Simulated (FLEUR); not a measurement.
# free Co(0001) film, 3 layers: from one collinear state to anisotropy, part 2 of 2

One state of free Co(0001) film, 3 layers is converged without symmetry. Force theorems then give its anisotropy.

FLEUR MaX-R8.1; PBE; all-electron FLAPW film, Dirac cores, scalar-relativistic bands.

So far. Step 2 (The magnetic state): After 37 cycles the largest moment stands at 1.83 μB.

### 5. Spin–orbit coupling, moments along z

Level of this step: PBE; all-electron FLAPW film, Dirac cores, scalar-relativistic bands with spin-orbit coupling (FLEUR).

Spin–orbit coupling ties the spins to the lattice and lets orbital moments form.

A new self-consistent run of the start ferro +++, with the moments along z. The k list default-1 (kpts.xml, not shown) is a Γ-centred 35×35×1 mesh.

Contents of inp.xml:

```
<?xml version="1.0" encoding="UTF-8" standalone="no"?>
<fleurInput fleurInputVersion="0.39">
   <comment>
      Co
   </comment>
   <calculationSetup>
      <cutoffs Kmax="3.66" Gmax="11.0" GmaxXC="11.0" numbands="111"/>
      <scfLoop itmax="150" minDistance="0.00002" maxIterBroyd="15" imix="Anderson" alpha="0.03" precondParam="0.0" spinf="2.0" sdNocoIR="T"/>
      <coreElectrons ctail="T" frcor="F" kcrel="0" coretail_lmax="0"/>
      <xcFunctional name="pbe" relativisticCorrections="F"/>
      <magnetism jspins="2"/>
      <soc l_soc="T" theta="0.0" phi="0.0" spav="F"/>
      <expertModes spex="0" secvar="F"/>
      <geometryOptimization l_f="F" forcealpha="1.0" forcemix="BFGS" epsdisp="0.00001" epsforce="0.00001"/>
      <ldaU l_linMix="F" mixParam="0.05" spinf="1.0"/>
   </calculationSetup>
   <cell>
      <bzIntegration valenceElectrons="51.0" mode="hist" fermiSmearingEnergy="0.00183747">
         <kPointListSelection listName="default-1"/>
         <xi:include xmlns:xi="http://www.w3.org/2001/XInclude" href="kpts.xml"> </xi:include>
      </bzIntegration>
      <xi:include xmlns:xi="http://www.w3.org/2001/XInclude" href="sym.xml"> </xi:include>
      <filmLattice scale="1.0" dVac="12.97" dTilda="15.47">
         <bravaisMatrixFilm>
            <row-1>    4.7375437355433538    -0.0000000791795246</row-1>
            <row-2>   -2.3687717992124133     4.1028332661104852</row-2>
         </bravaisMatrixFilm>
         <vacuumEnergyParameters vacuum="1" spinUp="-.25" spinDown="-.25"/>
      </filmLattice>
   </cell>
   <atomSpecies>
      <species name="Cobalt (Co2.000" element="Co" atomicNumber="27">
         <mtSphere radius="2.24" gridPoints="741" logIncrement="0.016"/>
         <atomicCutoffs lmax="8" lnonsphr="6"/>
         <electronConfig flipSpins="F">
            <coreConfig>(1s1/2) (2s1/2) (2p1/2) (2p3/2)</coreConfig>
            <valenceConfig>(3s1/2) (3p1/2) (3p3/2) (4s1/2) (3d3/2) (3d5/2)</valenceConfig>
            <stateOccupation state="(3d3/2)" spinUp="1.5" spinDown="1.3"/>
            <stateOccupation state="(3d5/2)" spinUp="3.0" spinDown="1.2"/>
         </electronConfig>
         <energyParameters s="4" p="4" d="3" f="4"/>
         <lo type="SCLO" l="0" n="3" eDeriv="0"/>
         <lo type="SCLO" l="1" n="3" eDeriv="0"/>
      </species>
   </atomSpecies>
   <atomGroups>
      <atomGroup species="Cobalt (Co2.000">
         <filmPos label="                   1">-1.000/3.000 1.000/3.000 -3.8456063830</filmPos>
         <filmPos label="                   3">-1.000/3.000 1.000/3.000 3.8456063830</filmPos>
         <force calculate="T" relaxXYZ="TTT"/>
      </atomGroup>
      <atomGroup species="Cobalt (Co2.000">
         <filmPos label="                   2">1.000/3.000 -1.000/3.000 .0000000000</filmPos>
         <force calculate="T" relaxXYZ="TTT"/>
      </atomGroup>
   </atomGroups>
   <output dos="F" band="F" slice="F">
      <bandDOS minEnergy="-.5*Htr" maxEnergy="0.5*Htr" sigma="0.015" storeEVData="T"/>
      <plotting iplot="0" polar="F">
         <plot TwoD="T" vec1="  1.0  0.0  0.0" vec2="  0.0  1.0  0.0" vec3="  0.0  0.0  1.0" zero="  0.0  0.0 -0.5" file="plot"/>
      </plotting>
      <moessbauerParams electricFieldGradient="F" isomerShift="F" coreHyperfine="F" valenceHyperfine="F"/>
   </output>
</fleurInput>
```

Contents of crystal.txt:

```
Co
&input film=T cartesian=F /
2.50700018054  -0.00000004190  0.00000000000
-1.25350005399  2.17112586459  0.00000000000
0.00000000000  0.00000000000  1.00000000000
1.8897261246
1.0 1.0 1.0

3
27 0.66666666667  0.33333333333  -3.84560638303 : 2.000
27 0.33333333333  0.66666666667  0.00000000000 : 2.000
27 0.66666666667  0.33333333333  3.84560638303 : 2.000

&soc 0.0000000 0.0000000 /
&kpt div1=35 div2=35 div3=1 gamma=T /
```

On the command line:

```
$ OMP_NUM_THREADS=1 inpgen -f crystal.txt > inpgen.log  # inp.xml is then edited as shown
$ OMP_NUM_THREADS=1 mpirun -n 4 fleur_MPI > fleur.log
```

The program printed:

```text
[banner, memory and clock lines left out]
Welcome to FLEUR        (www.flapw.de)
      MaX-Release 8.1          (www.max-centre.eu)

 ========== k-point set info ==========
 Selected k-point list: default-1
 k-point list type: mesh
 0 x 0 x 0
 Number of k points: 412

 [... set-up left out ...]
 Iteration:     1   Distance:      31.82151807 me/bohr^3
 Iteration:     2   Distance:      12.48180943 me/bohr^3
 Iteration:     3   Distance:      13.60371115 me/bohr^3
 Iteration:     4   Distance:       6.68831882 me/bohr^3
 Iteration:     5   Distance:       6.44931032 me/bohr^3
 Iteration:     6   Distance:       4.43732911 me/bohr^3
 Iteration:     7   Distance:       3.04126782 me/bohr^3
 Iteration:     8   Distance:       2.04762682 me/bohr^3
 Iteration:     9   Distance:       1.61288376 me/bohr^3
 Iteration:    10   Distance:       1.19292801 me/bohr^3
 Iteration:    11   Distance:       0.73889456 me/bohr^3
 Iteration:    12   Distance:       0.41354339 me/bohr^3
 Iteration:    13   Distance:       0.18313775 me/bohr^3
 Iteration:    14   Distance:       0.16887494 me/bohr^3
[... lines left out ...]
 Iteration:    22   Distance:       0.00172343 me/bohr^3
 Iteration:    23   Distance:       0.00085613 me/bohr^3
 Iteration:    24   Distance:       0.00057237 me/bohr^3
 Iteration:    25   Distance:       0.00017793 me/bohr^3
 Iteration:    26   Distance:       0.00018229 me/bohr^3
 Iteration:    27   Distance:       0.00004154 me/bohr^3
 Iteration:    28   Distance:       0.00001361 me/bohr^3

 ********************************************************************
 Run finished successfully
 Stop message:
   all done
 ********************************************************************

--- out.xml (last complete iteration) ---
<iteration numberForCurrentRun="   28" overallNumber="   28">
         [... left out ...]
         <bandgap value="0.0010364420" units="eV"/>
         <sumValenceSingleParticleEnergies value="-71.1060736227" units="Htr"/>
         <FermiEnergy value="-0.1830907267" units="Htr"/>
         [... left out ...]
         <magneticMomentsInMTSpheres units="muBohr">
            <globalMagMoment atomType="1" vec="0.00000   0.00000   1.80278"/>
            <globalMagMoment atomType="2" vec="0.00000   0.00000   1.75400"/>
         </magneticMomentsInMTSpheres>
         <orbitalMomentsInMTSpheres units="muBohr">
            <globalMagMoment atomType="1" vec="0.00000   0.00000   0.09296"/>
            <globalMagMoment atomType="2" vec="0.00000   0.00000   0.07973"/>
         </orbitalMomentsInMTSpheres>
         [... left out ...]
         <totalEnergy value="    -4180.3738631133" units="Htr">
            <sumOfEigenvalues value="    -2449.8011428627">
               <coreElectrons value="-2378.6950692400"/>
               <valenceElectrons value="-71.1060736227"/>
            </sumOfEigenvalues>
         [... left out ...]
            <freeEnergy value="-4180.3749881189"/>
            <extrapolationTo0K value="-4180.3744256161"/>
         </totalEnergy>
         <densityConvergence units="me/bohr^3">
            <chargeDensity spin="1" distance="0.0000087221"/>
            <chargeDensity spin="2" distance="0.0000076310"/>
            <overallChargeDensity distance="0.0000091326"/>
            <spinDensity distance="0.0000136091"/>
         </densityConvergence>
      </iteration>
```

It took 15 min on 4 MPI ranks of Arm Neoverse V1, shared host; peak memory 1.1 GiB.

Spin moment in the muffin-tin sphere by atom:

| atom | spin moment in the muffin-tin sphere (μB) |
| --- | --- |
| Co1 | 1.80 |
| Co2 | 1.75 |
| Co3 | 1.80 |

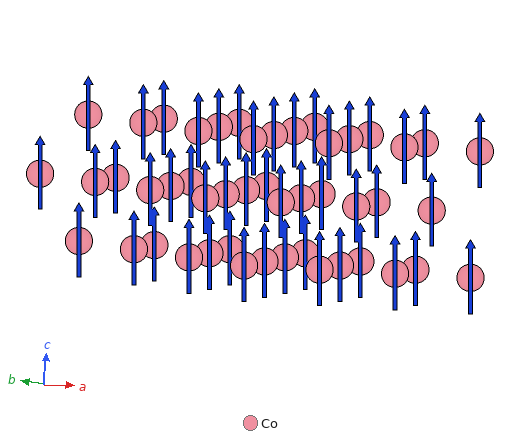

Spin moment in the muffin-tin sphere as arrows, the longest 1.80 μB. Up and down stand for the sign. Arrows give size and sign along the axis of quantisation, drawn up and down the page. 4×4×1 cells are drawn.

Read from the output:

| Quantity | Value |
| --- | --- |
| free energy | -113753.7985 eV |
| program's band gap on this mesh (in a metal only a level spacing) | 0.001036 eV |
| magnetization | 5.152 μB |
| final state | ferromagnetic |
| orbital moment along the spin | 0.09296 μB |

Orbital moment in the sphere, along the spin axis by atom:

| atom | orbital moment in the sphere, along the spin axis (μB) |
| --- | --- |
| Co1 | 0.0930 |
| Co2 | 0.0797 |
| Co3 | 0.0930 |

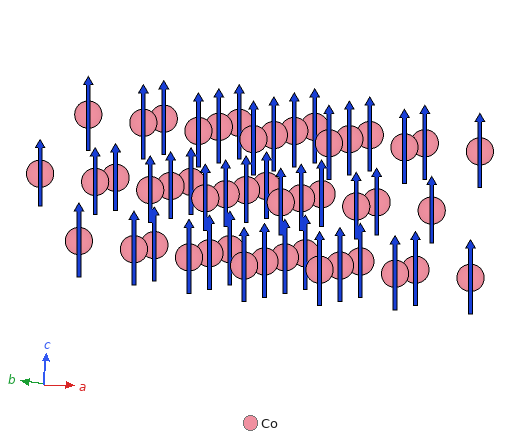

Orbital moment in the sphere, along the spin axis as arrows, the longest 0.0930 μB. Up and down stand for the sign. Arrows give size and sign along the axis of quantisation, drawn up and down the page. 4×4×1 cells are drawn.

### 6. What came out

| Property | Result |
| --- | --- |
| reference state | ferromagnetic |
| largest sphere moment | 1.83 μB |
| easy direction of those tried | z |
| energy along x less z, force theorem | 0.693 meV a primitive cell |
| orbital moment on the atom of largest spin, along its spin (spin–orbit run) | 0.0930 μB |

What this shows: By the force theorem the moments prefer z; shape anisotropy is not in it, and in a film it favours the plane. The difference for the second direction goes from 0.46 meV (mesh 23×23×1, 99 states, 6 min of CPU time) to 0.69 meV (mesh 35×35×1, 99 states, 14 min), so it is not converged. The orbital moment is parallel to the spin, as Hund's third rule has it for a shell over half filled. The state was typed, and no other order was converged beside it, so it need not be the ground state.

[Logs and program files are shortened in this print: banners, set-up blocks, solver, clock and traceback lines can be left out without a mark of their own.]

[Logs are printed without paths, hosts, clocks, repeated set-up lines and the standing remarks that a program may print on its own settings, such as how far it seeks lower states.]

[Hosts, paths, dates, database ids (printed as entryN), source tags and the programs' standing remarks are cut or masked in the printed files.]

[Where a cell is said to come from a database of computed structures, the database is the Materials Project.]
